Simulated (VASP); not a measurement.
## Run report: Cu, geometry relaxation (part 4 of 5)

The same run, continued: Cu (slab, 16 atoms in the cell); Kohn-Sham DFT of a periodic cell, RPBE, VASP PAW PBE potentials, recommended, no spin polarisation (VASP 6.6.1); cutoff 450 eV, 6×6×1 k-mesh, methfessel-paxton of 0.1 eV. The structure derives from an entry of the Crystallography Open Database.

Geometry of the input (Å; fractional positions):
```
5.2049  -0.0000  -0.0000
-2.6025  4.5076  0.0000
0.0000  0.0000  23.3747
Cu 0.3333  0.1667  0.3636
Cu 0.3333  0.6667  0.3636
Cu 0.8333  0.1667  0.3636
Cu 0.8333  0.6667  0.3636
Cu 0.6667  0.3333  0.4545
Cu 0.6667  0.8333  0.4545
Cu 0.1667  0.3333  0.4545
Cu 0.1667  0.8333  0.4545
Cu 0.0000  0.5000  0.5455
Cu 0.0000  0.0000  0.5455
Cu 0.5000  0.5000  0.5455
Cu 0.5000  0.0000  0.5455
Cu 0.3333  0.6667  0.6364
Cu 0.3333  0.1667  0.6364
Cu 0.8333  0.6667  0.6364
Cu 0.8333  0.1667  0.6364
```

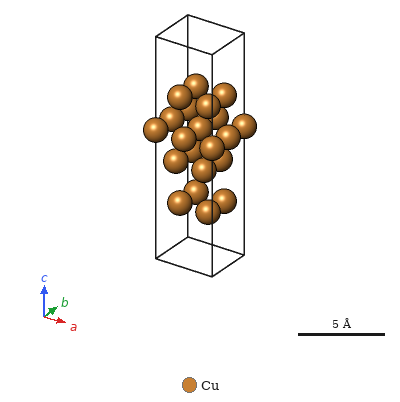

**Figure 1.** The structure as given in the input (spheres-only view of the cell of the calculation, with the vacuum cut short, seen slightly off an axis). An atom can appear more than once, as a periodic image.

## Parts of OUTCAR, continued
```
     53      -2.2881      2.00000
     54      -2.1779      2.00000
     55      -2.1779      2.00000
     56      -2.0743      2.00000
     57      -2.0743      2.00000
     58      -2.0743      2.00000
     59      -1.9984      2.00000
     60      -1.9984      2.00000
     61      -1.9984      2.00000
     62      -1.9300      2.00000
     63      -1.9300      2.00000
     64      -1.8172      2.00000
     65      -1.8172      2.00000
     66      -1.8172      2.00000
     67      -1.8073      2.00000
     68      -1.8073      2.00000
     69      -1.8073      2.00000
     70      -1.7759      2.00000
     71      -1.7759      2.00000
     72      -1.7542      2.00000
     73      -1.7542      2.00000
     74      -1.7542      2.00000
     75      -1.6905      2.00000
     76      -1.6905      2.00000
     77      -1.6905      2.00000
     78      -1.5958      2.00000
     79      -1.5958      2.00000
     80      -1.5958      2.00000
     81      -1.5821      2.00000
     82      -1.5821      2.00000
     83      -1.5821      2.00000
     84      -1.3441      2.00000
     85      -0.3786      1.86940
     86      -0.3786      1.86940
     87      -0.3785      1.86911
     88      -0.3044      0.81953
     89       0.5373     -0.00000
     90       0.5373     -0.00000
     91       0.5373     -0.00000
     92       1.0756     -0.00000
     93       1.0756     -0.00000
     94       1.0756     -0.00000
     95       1.3430     -0.00000
     96       1.3430     -0.00000
     97       1.3430     -0.00000
     98       3.7478      0.00000
     99       3.8611      0.00000
    100       3.8611      0.00000

 k-point     2 :       0.1667    0.0000    0.0000
  band No.  band energies     occupation
      1      -8.5579      2.00000
      2      -7.3191      2.00000
      3      -5.7231      2.00000
      4      -5.0103      2.00000
      5      -4.9123      2.00000
      6      -4.7432      2.00000
      7      -4.7432      2.00000
      8      -4.7202      2.00000
      9      -4.5949      2.00000
     10      -4.5949      2.00000
     11      -4.3663      2.00000
     12      -4.2398      2.00000
     13      -4.2398      2.00000
     14      -4.2017      2.00000
     15      -4.1856      2.00000
     16      -4.1856      2.00000
     17      -4.0671      2.00000
     18      -4.0670      2.00000
     19      -4.0634      2.00000
     20      -3.7847      2.00000
     21      -3.7847      2.00000
     22      -3.7793      2.00000
     23      -3.3377      2.00000
     24      -3.3377      2.00000
     25      -3.2887      2.00000
     26      -3.2062      2.00000
     27      -3.1647      2.00000
     28      -3.0912      2.00000
     29      -3.0706      2.00000
     30      -3.0706      2.00000
     31      -3.0660      2.00000
     32      -2.9984      2.00000
     33      -2.9984      2.00000
     34      -2.9586      2.00000
     35      -2.9491      2.00000
     36      -2.9473      2.00000
     37      -2.9390      2.00000
     38      -2.9070      2.00000
     39      -2.9050      2.00000
     40      -2.8758      2.00000
     41      -2.8712      2.00000
     42      -2.8712      2.00000
     43      -2.7690      2.00000
     44      -2.7659      2.00000
     45      -2.7160      2.00000
     46      -2.7067      2.00000
     47      -2.7067      2.00000
     48      -2.5909      2.00000
     49      -2.5180      2.00000
     50      -2.4521      2.00000
     51      -2.4521      2.00000
     52      -2.3324      2.00000
     53      -2.3255      2.00000
     54      -2.2006      2.00000
     55      -2.1679      2.00000
     56      -2.1565      2.00000
     57      -2.1565      2.00000
     58      -2.1110      2.00000
     59      -2.1100      2.00000
     60      -2.1031      2.00000
     61      -2.1031      2.00000
     62      -2.0855      2.00000
     63      -2.0073      2.00000
     64      -2.0073      2.00000
     65      -1.9313      2.00000
     66      -1.9059      2.00000
     67      -1.8834      2.00000
     68      -1.8778      2.00000
     69      -1.8778      2.00000
     70      -1.8540      2.00000
     71      -1.8267      2.00000
     72      -1.8225      2.00000
     73      -1.8225      2.00000
     74      -1.7875      2.00000
     75      -1.7875      2.00000
     76      -1.7720      2.00000
     77      -1.7413      2.00000
     78      -1.7193      2.00000
     79      -1.7193      2.00000
     80      -1.6789      2.00000
     81      -1.6562      2.00000
     82      -1.6562      2.00000
     83      -1.6523      2.00000
     84      -1.4036      2.00000
     85      -0.9582      2.00000
     86      -0.8141      2.00000
     87      -0.3780      1.86466
     88      -0.3780      1.86449
     89       0.1917     -0.00000
     90       0.2822     -0.00000
     91       0.2822     -0.00000
     92       0.5674     -0.00000
     93       1.3295     -0.00000
     94       1.3295     -0.00000
     95       2.1695      0.00000
     96       2.1695      0.00000
     97       2.5332      0.00000
     98       3.9259      0.00000
     99       4.0491      0.00000
    100       4.0491      0.00000

 k-point     3 :       0.3333    0.0000    0.0000
  band No.  band energies     occupation
      1      -7.9340      2.00000
      2      -6.7304      2.00000
      3      -5.8362      2.00000
      4      -5.2100      2.00000
      5      -5.0773      2.00000
      6      -4.6294      2.00000
      7      -4.6294      2.00000
      8      -4.5337      2.00000
      9      -4.4259      2.00000
     10      -4.4259      2.00000
     11      -4.3980      2.00000
     12      -4.1341      2.00000
     13      -4.1341      2.00000
     14      -4.0874      2.00000
     15      -4.0236      2.00000
     16      -4.0236      2.00000
     17      -3.9003      2.00000
     18      -3.8085      2.00000
     19      -3.8085      2.00000
     20      -3.6535      2.00000
     21      -3.6535      2.00000
     22      -3.6373      2.00000
     23      -3.4551      2.00000
     24      -3.4551      2.00000
     25      -3.4462      2.00000
     26      -3.3239      2.00000
     27      -3.2971      2.00000
     28      -3.2545      2.00000
     29      -3.2028      2.00000
     30      -3.2028      2.00000
     31      -3.1557      2.00000
     32      -3.0995      2.00000
     33      -3.0995      2.00000
     34      -3.0044      2.00000
     35      -2.9700      2.00000
     36      -2.9500      2.00000
     37      -2.9488      2.00000
     38      -2.9153      2.00000
     39      -2.9153      2.00000
     40      -2.8854      2.00000
     41      -2.8411      2.00000
     42      -2.8059      2.00000
     43      -2.8059      2.00000
     44      -2.7722      2.00000
     45      -2.7630      2.00000
     46      -2.7523      2.00000
     47      -2.6136      2.00000
     48      -2.6136      2.00000
     49      -2.6051      2.00000
     50      -2.5399      2.00000
     51      -2.5399      2.00000
     52      -2.5366      2.00000
     53      -2.5264      2.00000
     54      -2.5125      2.00000
     55      -2.4991      2.00000
     56      -2.4237      2.00000
     57      -2.4237      2.00000
     58      -2.4100      2.00000
     59      -2.3449      2.00000
     60      -2.3433      2.00000
     61      -2.2191      2.00000
     62      -2.1906      2.00000
     63      -2.1848      2.00000
     64      -2.1848      2.00000
     65      -2.1591      2.00000
     66      -2.0862      2.00000
     67      -2.0862      2.00000
     68      -2.0677      2.00000
     69      -2.0438      2.00000
     70      -2.0438      2.00000
     71      -2.0185      2.00000
     72      -1.9589      2.00000
     73      -1.9353      2.00000
     74      -1.9078      2.00000
     75      -1.8980      2.00000
     76      -1.8737      2.00000
     77      -1.8526      2.00000
     78      -1.8525      2.00000
     79      -1.7626      2.00000
     80      -1.7523      2.00000
     81      -1.7523      2.00000
     82      -1.7314      2.00000
     83      -1.6710      2.00000
     84      -1.6710      2.00000
     85      -1.6698      2.00000
     86      -0.5718      2.00171
     87      -0.3811      1.88974
     88      -0.3811      1.88968
     89      -0.2571      0.17821
     90       0.2172     -0.00000
     91       0.2172     -0.00000
     92       1.2532     -0.00000
     93       1.5886     -0.00000
     94       1.5886     -0.00000
     95       1.7418      0.00000
     96       3.4418      0.00000
     97       3.4418      0.00000
     98       4.1793      0.00000
     99       4.4600      0.00000
    100       4.7208      0.00000

 k-point     4 :       0.5000    0.0000    0.0000
  band No.  band energies     occupation
      1      -6.9637      2.00000
      2      -6.9637      2.00000
      3      -5.8720      2.00000
      4      -5.8720      2.00000
      5      -4.6193      2.00000
      6      -4.6193      2.00000
      7      -4.5554      2.00000
      8      -4.5554      2.00000
      9      -4.2884      2.00000
     10      -4.2884      2.00000
     11      -4.1416      2.00000
     12      -4.1416      2.00000
     13      -4.1103      2.00000
     14      -4.1103      2.00000
     15      -3.8058      2.00000
     16      -3.8058      2.00000
     17      -3.7860      2.00000
     18      -3.7860      2.00000
     19      -3.7145      2.00000
     20      -3.7145      2.00000
     21      -3.5292      2.00000
     22      -3.5292      2.00000
     23      -3.4953      2.00000
     24      -3.4953      2.00000
     25      -3.4519      2.00000
     26      -3.4519      2.00000
     27      -3.4036      2.00000
     28      -3.4036      2.00000
     29      -3.2701      2.00000
     30      -3.2701      2.00000
     31      -3.2274      2.00000
     32      -3.2274      2.00000
     33      -3.1064      2.00000
     34      -3.1064      2.00000
     35      -3.0027      2.00000
     36      -3.0027      2.00000
     37      -2.9259      2.00000
     38      -2.9259      2.00000
     39      -2.8960      2.00000
     40      -2.8960      2.00000
     41      -2.8721      2.00000
     42      -2.8721      2.00000
     43      -2.8291      2.00000
     44      -2.8291      2.00000
     45      -2.8216      2.00000
     46      -2.8216      2.00000
     47      -2.7735      2.00000
     48      -2.7735      2.00000
     49      -2.7549      2.00000
     50      -2.7549      2.00000
     51      -2.7117      2.00000
     52      -2.7117      2.00000
     53      -2.5403      2.00000
     54      -2.5403      2.00000
     55      -2.4743      2.00000
     56      -2.4743      2.00000
     57      -2.4309      2.00000
     58      -2.4309      2.00000
     59      -2.3823      2.00000
     60      -2.3823      2.00000
     61      -2.2830      2.00000
     62      -2.2830      2.00000
     63      -2.2514      2.00000
     64      -2.2514      2.00000
     65      -2.2128      2.00000
     66      -2.2128      2.00000
     67      -2.1788      2.00000
     68      -2.1788      2.00000
     69      -2.1380      2.00000
     70      -2.1380      2.00000
     71      -2.1286      2.00000
     72      -2.1286      2.00000
     73      -2.0958      2.00000
     74      -2.0958      2.00000
     75      -1.9384      2.00000
     76      -1.9384      2.00000
     77      -1.8590      2.00000
     78      -1.8590      2.00000
     79      -1.7508      2.00000
     80      -1.7508      2.00000
     81      -1.7438      2.00000
     82      -1.7438      2.00000
     83      -1.6723      2.00000
     84      -1.6723      2.00000
     85      -1.2612      2.00000
     86      -1.2612      2.00000
     87      -0.3760      1.84756
     88      -0.3760      1.84756
     89       0.2277     -0.00000
     90       0.2277     -0.00000
     91       0.6296     -0.00000
     92       0.6296     -0.00000
     93       1.6408     -0.00000
     94       1.6408     -0.00000
     95       2.6099      0.00000
     96       2.6099      0.00000
     97       3.8553      0.00000
     98       3.8553      0.00000
     99       5.3499      0.00000
    100       5.3499      0.00000

 k-point     5 :       0.1667    0.1667    0.0000
  band No.  band energies     occupation
      1      -8.1388      2.00000
      2      -6.9213      2.00000
      3      -5.3695      2.00000
      4      -5.2338      2.00000
      5      -5.2338      2.00000
      6      -4.7504      2.00000
      7      -4.7504      2.00000
      8      -4.6471      2.00000
      9      -4.4525      2.00000
     10      -4.3961      2.00000
     11      -4.3187      2.00000
     12      -4.3187      2.00000
     13      -4.0959      2.00000
     14      -4.0959      2.00000
     15      -4.0727      2.00000
     16      -3.9945      2.00000
     17      -3.9257      2.00000
     18      -3.9073      2.00000
     19      -3.9073      2.00000
     20      -3.6946      2.00000
     21      -3.6946      2.00000
     22      -3.6866      2.00000
     23      -3.4724      2.00000
     24      -3.3369      2.00000
     25      -3.3369      2.00000
     26      -3.3359      2.00000
     27      -3.3194      2.00000
     28      -3.2102      2.00000
     29      -3.1276      2.00000
     30      -3.1276      2.00000
     31      -3.1135      2.00000
     32      -3.0939      2.00000
     33      -2.9970      2.00000
     34      -2.9970      2.00000
     35      -2.9775      2.00000
     36      -2.9661      2.00000
     37      -2.9412      2.00000
     38      -2.9286      2.00000
     39      -2.9286      2.00000
     40      -2.9078      2.00000
     41      -2.8722      2.00000
     42      -2.8462      2.00000
     43      -2.8164      2.00000
     44      -2.7899      2.00000
     45      -2.7505      2.00000
     46      -2.7505      2.00000
     47      -2.6328      2.00000
     48      -2.5891      2.00000
     49      -2.5021      2.00000
     50      -2.5021      2.00000
     51      -2.4885      2.00000
     52      -2.4594      2.00000
     53      -2.4594      2.00000
     54      -2.4369      2.00000
     55      -2.4101      2.00000
     56      -2.3912      2.00000
     57      -2.3802      2.00000
     58      -2.3453      2.00000
     59      -2.2915      2.00000
     60      -2.2915      2.00000
     61      -2.2116      2.00000
     62      -2.1616      2.00000
     63      -2.1463      2.00000
     64      -2.1463      2.00000
     65      -2.0738      2.00000
     66      -2.0439      2.00000
     67      -2.0439      2.00000
     68      -2.0173      2.00000
     69      -1.9937      2.00000
     70      -1.9870      2.00000
     71      -1.9870      2.00000
     72      -1.9054      2.00000
     73      -1.8565      2.00000
     74      -1.8565      2.00000
     75      -1.8273      2.00000
     76      -1.8126      2.00000
     77      -1.8126      2.00000
     78      -1.8000      2.00000
     79      -1.7994      2.00000
     80      -1.7143      2.00000
     81      -1.7143      2.00000
     82      -1.7107      2.00000
     83      -1.7106      2.00000
     84      -1.4144      2.00000
     85      -1.4144      2.00000
     86      -1.1153      2.00000
     87      -1.1153      2.00000
     88      -0.4604      2.05938
     89       0.2152     -0.00000
     90       0.2152     -0.00000
     91       0.9167     -0.00000
     92       0.9361     -0.00000
     93       1.4289     -0.00000
     94       1.9571      0.00000
     95       2.4516      0.00000
     96       2.5195      0.00000
     97       2.5195      0.00000
     98       4.2148      0.00000
     99       4.2821      0.00000
    100       4.5308      0.00000

 k-point     6 :       0.3333    0.1667    0.0000
  band No.  band energies     occupation
      1      -7.3368      2.00000
      2      -6.2632      2.00000
      3      -6.1865      2.00000
      4      -5.3647      2.00000
      5      -5.3196      2.00000
      6      -4.7861      2.00000
      7      -4.7129      2.00000
      8      -4.3753      2.00000
      9      -4.2313      2.00000
     10      -4.1957      2.00000
     11      -4.1884      2.00000
     12      -4.1502      2.00000
     13      -3.9915      2.00000
     14      -3.9559      2.00000
     15      -3.8937      2.00000
     16      -3.8621      2.00000
     17      -3.7586      2.00000
     18      -3.7306      2.00000
     19      -3.6768      2.00000
     20      -3.6333      2.00000
     21      -3.5963      2.00000
     22      -3.5778      2.00000
     23      -3.5524      2.00000
     24      -3.5414      2.00000
     25      -3.4640      2.00000
     26      -3.4418      2.00000
     27      -3.4385      2.00000
     28      -3.3803      2.00000
     29      -3.2803      2.00000
     30      -3.2601      2.00000
     31      -3.2081      2.00000
     32      -3.2035      2.00000
     33      -3.1316      2.00000
     34      -3.0997      2.00000
     35      -3.0770      2.00000
     36      -3.0285      2.00000
     37      -2.9934      2.00000
     38      -2.9782      2.00000
     39      -2.9458      2.00000
     40      -2.9321      2.00000
     41      -2.8996      2.00000
     42      -2.8670      2.00000
     43      -2.8653      2.00000
     44      -2.8347      2.00000
     45      -2.8129      2.00000
     46      -2.7937      2.00000
     47      -2.7608      2.00000
     48      -2.7580      2.00000
     49      -2.7206      2.00000
     50      -2.7110      2.00000
     51      -2.6962      2.00000
     52      -2.6142      2.00000
     53      -2.5651      2.00000
     54      -2.5005      2.00000
     55      -2.4766      2.00000
     56      -2.4683      2.00000
     57      -2.4583      2.00000
     58      -2.4566      2.00000
     59      -2.3650      2.00000
     60      -2.3339      2.00000
     61      -2.3059      2.00000
     62      -2.2503      2.00000
     63      -2.2481      2.00000
     64      -2.2447      2.00000
     65      -2.1970      2.00000
     66      -2.1802      2.00000
     67      -2.1325      2.00000
     68      -2.1140      2.00000
     69      -2.0888      2.00000
     70      -2.0817      2.00000
     71      -2.0333      2.00000
     72      -2.0082      2.00000
     73      -1.9695      2.00000
     74      -1.9319      2.00000
     75      -1.8777      2.00000
     76      -1.8744      2.00000
     77      -1.8592      2.00000
     78      -1.8374      2.00000
     79      -1.8111      2.00000
     80      -1.8076      2.00000
     81      -1.8021      2.00000
     82      -1.7814      2.00000
     83      -1.7369      2.00000
     84      -1.7317      2.00000
     85      -1.3894      2.00000
     86      -1.3299      2.00000
     87      -1.0682      2.00000
```
